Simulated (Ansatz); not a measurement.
**TiO2: density, localisation and related maps**

```
Ti O
1.0
     9.40112    0.00000    0.00000
     0.00000    2.95940    0.00000
     0.00000    0.00000    4.88672
Ti O
4 8
Cartesian
  1.2833 0.7399 4.4621
  8.1178 2.2196 0.4246
  3.4172 2.2196 2.0188
  5.9839 0.7399 2.8680
  2.4885 0.7399 3.0354
  6.9126 2.2196 1.8513
  2.2121 2.2196 0.5921
  7.1890 0.7399 4.2946
  9.1533 0.7399 1.0143
  0.2478 2.2196 3.8724
  4.9484 2.2196 3.4577
  4.4527 0.7399 1.4291
```

Space group Pnma; computed without spin polarisation.

Level of theory: DFT r2SCAN, scalar-relativistic, plane waves, PAW (Ansatz 0.2.0).

The density is the valence pseudo-density of a PAW calculation; it isn't the true density close to the nuclei.

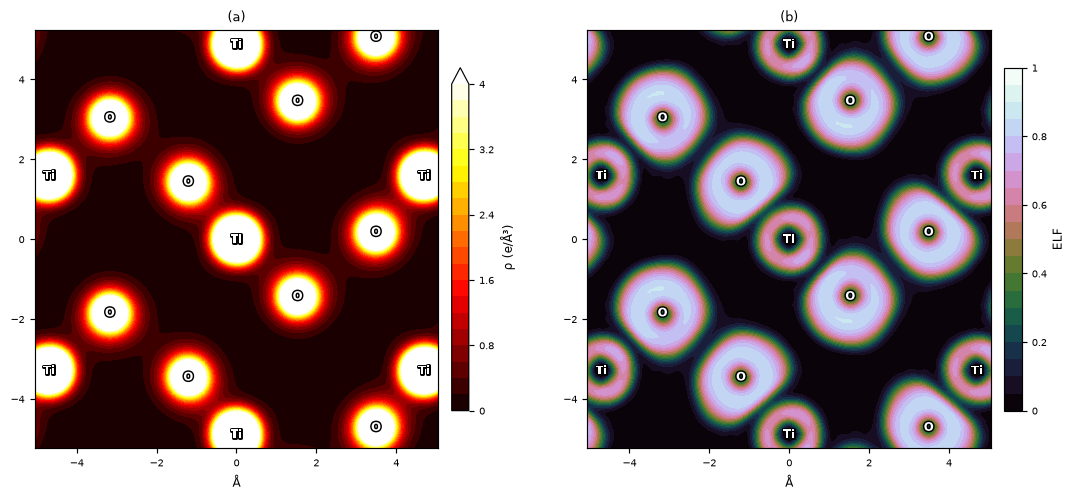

Figure 1. (a) valence pseudo-density; (b) electron localisation function on the (010) plane of the conventional cell.

Describe what can be read from this map.

Answer.
- The plane passes through Ti and O nuclei.
- Ti–O (1.87 Å): ρ is about 0.89 e/Å³ halfway; the ELF peaks at about 0.80 in the valence shell of O, 0.6 Å from its nucleus, and is about 0.25 at the midpoint: no shared electron pair shows on this line.
- Ti–O (2.10 Å): ρ is about 0.49 e/Å³ halfway; the ELF peaks at about 0.85 in the valence shell of O, 0.6 Å from its nucleus, and is about 0.15 at the midpoint (no shared electron pair shows on this line).
- Between the atoms the lowest density in this plane is 0.01 e/Å³.
- The features right at Ti lie inside the PAW spheres, where the map follows smoothed inner orbitals and isn't to be read closely.

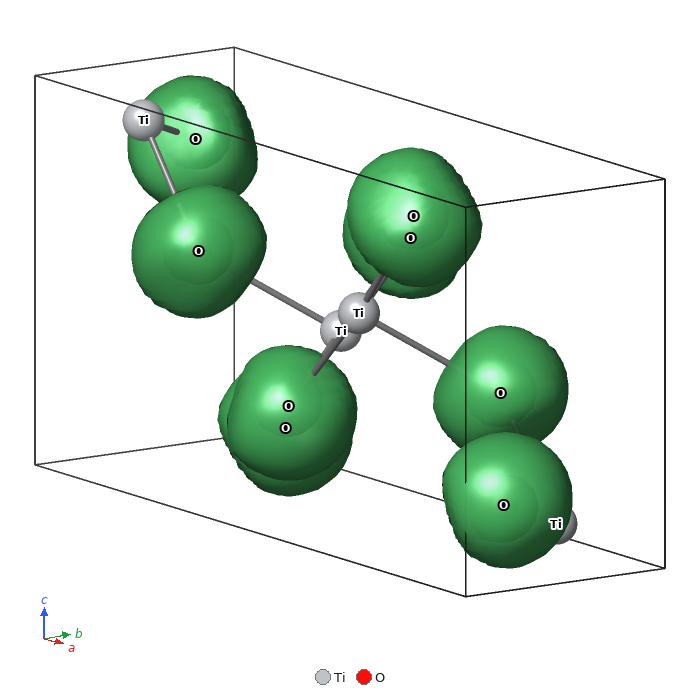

Figure 2. Isosurface of the ELF at 0.75 (green), seen at an oblique angle. Only the valence region is drawn (cores and ρ < 0.01 e/Å³ removed). Sticks mark near contacts.

What do the ELF domains correspond to?

Answer. At this value the surface marks out eight regions wrapped around O (the valence shell of each), counted in one cell of 12 atoms. Regions shared between cells count once. Profiles from the grid: Ti–O (2.02 Å): the ELF peaks at about 0.85 in the valence shell of O, 0.6 Å from its nucleus, and is about 0.20 at the midpoint: no shared electron pair shows on this line.

Does the calculation make it a metal, or give it a gap?

Answer. It is gapped, with a Kohn–Sham gap of 3.0 eV on the k-point mesh, an upper bound to the gap of this method.
